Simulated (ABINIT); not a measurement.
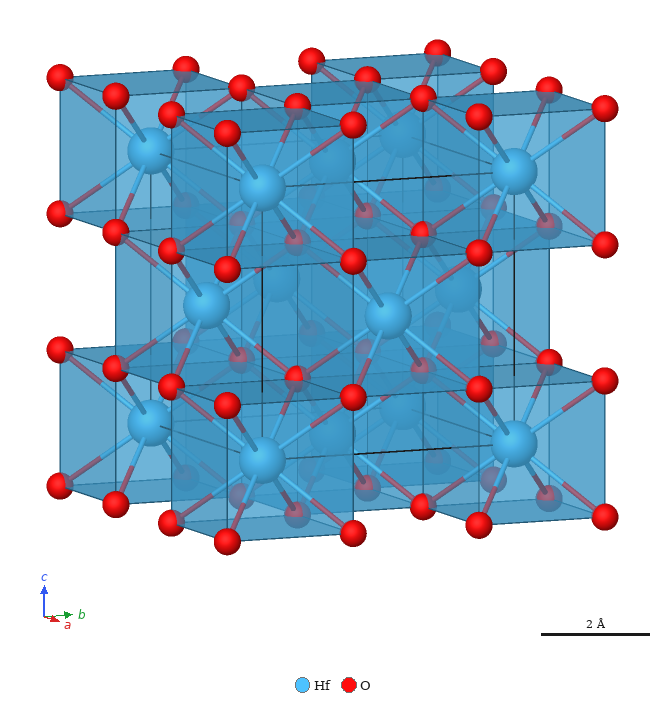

Fig. 1: The input geometry (polyhedral view of the cell 4 times as large as that of the calculation, set on its symmetry axes, seen slightly off an axis; polyhedra are completed across the faces of the cell). An atom can appear more than once, as a periodic image.

**Run report: HfO2, geometry relaxation (part 1 of 3)**

System: HfO2 (3 atoms in the cell).
Method: Kohn-Sham DFT of a periodic cell, LDA, PseudoDojo NC SR LDA v0.4.1 standard, no spin polarisation (ABINIT 10.8.3).

The structure derives from an entry of the Crystallography Open Database.

### What the program printed
```
.Version 10.8.3 of ABINIT
 Symmetries : space group Fm -3 m (#225); Bravais cF (face-center cubic)
================================================================================
 Values of the parameters that define the memory need of the present run
     intxc =       0    ionmov =       2      iscf =       7    lmnmax =       8
     lnmax =       8     mgfft =      45  mpssoang =       4    mqgrid =    3001
     natom =       3  nloc_mem =       1    nspden =       1   nspinor =       1
    nsppol =       1      nsym =      48    n1xccc =    2501    ntypat =       2
    occopt =       3   xclevel =       1
       mpw =        3723          nfft =       91125          nkpt =          20
================================================================================
================================================================================

--------------------------------------------------------------------------------
------------- Echo of variables that govern the present computation ------------
--------------------------------------------------------------------------------
 -outvars: echo values of preprocessed input variables --------
            acell      6.8348581746E+00  6.8348581746E+00  6.8348581746E+00 Bohr
              amu      1.78490000E+02  1.59994000E+01
          chkprim           0
      chksymtnons           0
          dilatmx      1.08000000E+00
             ecut      4.20000000E+01 Hartree
           ecutsm      5.00000000E-01 Hartree
           ionmov           2
              ixc           7
         kptrlatt        7    0    0      0    7    0      0    0    7
          kptrlen      4.78440072E+01
            natom           3
            nband          16
            ngfft          45      45      45
             nkpt          20
            nstep          80
             nsym          48
            ntime          50
           ntypat           2
           occopt           3
          optcell           2
           prtden           0
        prtebands           0
           prteig           0
            prtwf           0
            rprim      0.0000000000E+00  7.0710678120E-01  7.0710678120E-01
                       7.0710678120E-01  0.0000000000E+00  7.0710678120E-01
                       7.0710678120E-01  7.0710678120E-01  0.0000000000E+00
          spgroup         225
           tolmxf      2.00000000E-05
           tolsym      1.00000000E-06
           tolvrs      1.00000000E-12
           tsmear      1.83746611E-03 Hartree
            typat      1  2  2
           xangst      0.0000000000E+00  0.0000000000E+00  0.0000000000E+00
                       3.8362499975E+00  3.8362499975E+00  3.8362499975E+00
                       1.2787499992E+00  1.2787499992E+00  1.2787499992E+00
            xcart      0.0000000000E+00  0.0000000000E+00  0.0000000000E+00
                       7.2494618457E+00  7.2494618457E+00  7.2494618457E+00
                       2.4164872819E+00  2.4164872819E+00  2.4164872819E+00
             xred      0.0000000000E+00  0.0000000000E+00  0.0000000000E+00
                       7.5000000000E-01  7.5000000000E-01  7.5000000000E-01
                       2.5000000000E-01  2.5000000000E-01  2.5000000000E-01
            znucl       72.00000    8.00000

================================================================================

 chkinp: Checking input parameters for consistency.

================================================================================
== DATASET  1 ==================================================================

--- !DatasetInfo
iteration_state: {dtset: 1, }
dimensions: {natom: 3, nkpt: 20, mband: 16, nsppol: 1, nspinor: 1, nspden: 1, mpw: 3723, }
cutoff_energies: {ecut:  42.0, pawecutdg:  -1.0, }
electrons: {nelect:   2.40000000E+01, charge:   0.00000000E+00, occopt:   3.00000000E+00, tsmear:   1.83746611E-03, }
meta: {optdriver: 0, ionmov: 2, optcell: 2, iscf: 7, paral_kgb: 0, }
...

 Exchange-correlation functional for the present dataset will be:
  LDA: Perdew-Wang 92 LSD fit to Ceperley-Alder data - ixc=7
  J.P.Perdew and Y.Wang, PRB 45, 13244 (1992)

 Real(R)+Recip(G) space primitive vectors, cartesian coordinates (Bohr,Bohr^-1):
 R(1)=  0.0000000  4.8329746  4.8329746  G(1)= -0.1034560  0.1034560  0.1034560
 R(2)=  4.8329746  0.0000000  4.8329746  G(2)=  0.1034560 -0.1034560  0.1034560
 R(3)=  4.8329746  4.8329746  0.0000000  G(3)=  0.1034560  0.1034560 -0.1034560
 Unit cell volume ucvol=  2.2577379E+02 bohr^3
 Angles (23,13,12)=  6.00000000E+01  6.00000000E+01  6.00000000E+01 degrees

 getcut: wavevector=  0.0000  0.0000  0.0000  ngfft=  45  45  45
         ecut(hartree)=     48.989   => boxcut(ratio)=   2.04319

--- Pseudopotential description ------------------------------------------------
- pspini: atom type   1  psp file is ./Hf.upf
  72.00000  12.00000  180309                  znucl, zion, pspdat
12 -1012 3 -1 1618                            pspcod,pspxc,lmax,lloc,mmax
     nproj     2     2     2     2

- pspini: atom type   2  psp file is ./O.upf
   8.00000   6.00000  201201                  znucl, zion, pspdat
12 -1012 2 -1 926                             pspcod,pspxc,lmax,lloc,mmax
     nproj     2     2     1     0

   8.27749700E+02                                ecore*ucvol(ha*bohr**3)
--------------------------------------------------------------------------------

================================================================================

=== [ionmov= 2] Broyden-Fletcher-Goldfarb-Shanno method (forces)
================================================================================

--- Iteration: ( 1/50) Internal Cycle: (1/1)
--------------------------------------------------------------------------------

---SELF-CONSISTENT-FIELD CONVERGENCE--------------------------------------------

--- !BeginCycle
iteration_state: {dtset: 1, itime: 1, icycle: 1, }
solver: {iscf: 7, nstep: 80, nline: 4, wfoptalg: 0, }
tolerances: {tolvrs: 1.00E-12, }
...

     iter   Etot(hartree)      deltaE(h)  residm     vres2
 ETOT  1  -89.386278154487    -8.939E+01 8.763E-02 1.878E+03
 ETOT  2  -89.084140184163     3.021E-01 4.546E-02 3.410E+03
 ETOT  3  -89.692426278822    -6.083E-01 8.179E-03 6.748E+01
 ETOT  4  -89.702253372979    -9.827E-03 2.147E-03 2.500E-01
 ETOT  5  -89.702253861163    -4.882E-07 5.558E-04 3.282E-01
 ETOT  6  -89.702291301841    -3.744E-05 1.232E-03 1.077E-02
 ETOT  7  -89.702293360828    -2.059E-06 2.939E-04 4.715E-05
 ETOT  8  -89.702293369706    -8.879E-09 6.938E-04 3.228E-06
 ETOT  9  -89.702293370018    -3.116E-10 3.994E-04 1.659E-07
 ETOT 10  -89.702293370037    -1.884E-11 3.345E-04 3.276E-10
 ETOT 11  -89.702293370037     5.684E-14 4.766E-04 1.676E-12
 ETOT 12  -89.702293370036     6.679E-13 1.680E-04 1.499E-13

 At SCF step   12       vres2   =  1.50E-13 < tolvrs=  1.00E-12 =>converged.

 Cartesian components of stress tensor (hartree/bohr^3)
  sigma(1 1)=  7.46736998E-04  sigma(3 2)=  0.00000000E+00
  sigma(2 2)=  7.46736998E-04  sigma(3 1)=  0.00000000E+00
  sigma(3 3)=  7.46736998E-04  sigma(2 1)=  0.00000000E+00

--- !ResultsGS
iteration_state: {dtset: 1, itime: 1, icycle: 1, }
comment   : Summary of ground state results
lattice_vectors:
- [  0.0000000,   4.8329746,   4.8329746, ]
- [  4.8329746,   0.0000000,   4.8329746, ]
- [  4.8329746,   4.8329746,   0.0000000, ]
lattice_lengths: [   6.83486,    6.83486,    6.83486, ]
lattice_angles: [ 60.000,  60.000,  60.000, ] # degrees, (23, 13, 12)
lattice_volume:   2.2577379E+02
convergence: {deltae:  6.679E-13, res2:  1.499E-13, residm:  1.680E-04, diffor: null, }
etotal    :  -8.97022934E+01
entropy   :   0.00000000E+00
fermie    :   3.54330852E-01
cartesian_stress_tensor: # hartree/bohr^3
- [  7.46736998E-04,   0.00000000E+00,   0.00000000E+00, ]
- [  0.00000000E+00,   7.46736998E-04,   0.00000000E+00, ]
- [  0.00000000E+00,   0.00000000E+00,   7.46736998E-04, ]
pressure_GPa:  -2.1970E+01
xred      :
- [  0.0000E+00,   0.0000E+00,   0.0000E+00, Hf]
- [  7.5000E-01,   7.5000E-01,   7.5000E-01,  O]
- [  2.5000E-01,   2.5000E-01,   2.5000E-01,  O]
cartesian_forces: # hartree/bohr
- [ -0.00000000E+00,  -0.00000000E+00,  -0.00000000E+00, ]
- [ -0.00000000E+00,  -0.00000000E+00,  -0.00000000E+00, ]
- [ -0.00000000E+00,  -0.00000000E+00,  -0.00000000E+00, ]
force_length_stats: {min:   0.00000000E+00, max:   0.00000000E+00, mean:   0.00000000E+00, }
...

 Integrated electronic density in atomic spheres:
 ------------------------------------------------
 Atom  Sphere_radius  Integrated_density
    1        2.00000          8.26561037
    2        2.00000          6.29578028
    3        2.00000          6.29578028

---OUTPUT-----------------------------------------------------------------------

 Cartesian coordinates (xcart) [bohr]
  0.00000000000000E+00  0.00000000000000E+00  0.00000000000000E+00
  7.24946184569987E+00  7.24946184569987E+00  7.24946184569987E+00
  2.41648728189996E+00  2.41648728189996E+00  2.41648728189996E+00
 Reduced coordinates (xred)
  0.00000000000000E+00  0.00000000000000E+00  0.00000000000000E+00
  7.50000000000000E-01  7.50000000000000E-01  7.50000000000000E-01
  2.50000000000000E-01  2.50000000000000E-01  2.50000000000000E-01
 Cartesian forces (fcart) [Ha/bohr]; max,rms= 0.00000E+00 0.00000E+00 (free atoms)
 -0.00000000000000E+00 -0.00000000000000E+00 -0.00000000000000E+00
 -0.00000000000000E+00 -0.00000000000000E+00 -0.00000000000000E+00
 -0.00000000000000E+00 -0.00000000000000E+00 -0.00000000000000E+00
 Gradient of E wrt nuclear positions in reduced coordinates (gred)
  0.00000000000000E+00  0.00000000000000E+00  0.00000000000000E+00
  0.00000000000000E+00  0.00000000000000E+00  0.00000000000000E+00
  0.00000000000000E+00  0.00000000000000E+00  0.00000000000000E+00
 Scale of Primitive Cell (acell) [bohr]
  6.83485817460000E+00  6.83485817460000E+00  6.83485817460000E+00
 Real space primitive translations (rprimd) [bohr]
  0.00000000000000E+00  4.83297456379991E+00  4.83297456379991E+00
  4.83297456379991E+00  0.00000000000000E+00  4.83297456379991E+00
  4.83297456379991E+00  4.83297456379991E+00  0.00000000000000E+00
 Unitary Cell Volume (ucvol) [Bohr^3]=  2.25773790277132E+02
 Angles (23,13,12)= [degrees]
  6.00000000000000E+01  6.00000000000000E+01  6.00000000000000E+01
 Lengths [Bohr]
  6.83485817473003E+00  6.83485817473003E+00  6.83485817473003E+00
 Stress tensor in cartesian coordinates (strten) [Ha/bohr^3]
  7.46736997596632E-04  0.00000000000000E+00  0.00000000000000E+00
  0.00000000000000E+00  7.46736997596632E-04  0.00000000000000E+00
  0.00000000000000E+00  0.00000000000000E+00  7.46736997596635E-04
 Total energy (etotal) [Ha]= -8.97022933700359E+01

--- Iteration: ( 2/50) Internal Cycle: (1/1)
--------------------------------------------------------------------------------

---SELF-CONSISTENT-FIELD CONVERGENCE--------------------------------------------

--- !BeginCycle
iteration_state: {dtset: 1, itime: 2, icycle: 1, }
solver: {iscf: 7, nstep: 80, nline: 4, wfoptalg: 0, }
tolerances: {tolvrs: 1.00E-12, }
...

     iter   Etot(hartree)      deltaE(h)  residm     vres2
 ETOT  1  -89.670463357628    -8.967E+01 4.512E-03 3.157E+02
 ETOT  2  -89.645013421494     2.545E-02 8.551E-03 3.831E+02
 ETOT  3  -89.708247744026    -6.323E-02 1.039E-02 1.212E+01
 ETOT  4  -89.709652074674    -1.404E-03 1.064E-03 4.476E-01
 ETOT  5  -89.709702891444    -5.082E-05 1.981E-03 1.019E-03
 ETOT  6  -89.709702936699    -4.525E-08 1.088E-03 3.510E-05
 ETOT  7  -89.709702940064    -3.365E-09 4.715E-04 5.160E-07
 ETOT  8  -89.709702940156    -9.270E-11 5.289E-04 3.310E-09
 ETOT  9  -89.709702940161    -4.277E-12 3.217E-04 2.074E-11
 ETOT 10  -89.709702940158     2.714E-12 3.973E-04 3.701E-15

 At SCF step   10       vres2   =  3.70E-15 < tolvrs=  1.00E-12 =>converged.

 Cartesian components of stress tensor (hartree/bohr^3)
  sigma(1 1)=  2.18993646E-04  sigma(3 2)=  0.00000000E+00
  sigma(2 2)=  2.18993646E-04  sigma(3 1)=  0.00000000E+00
  sigma(3 3)=  2.18993646E-04  sigma(2 1)=  0.00000000E+00
```
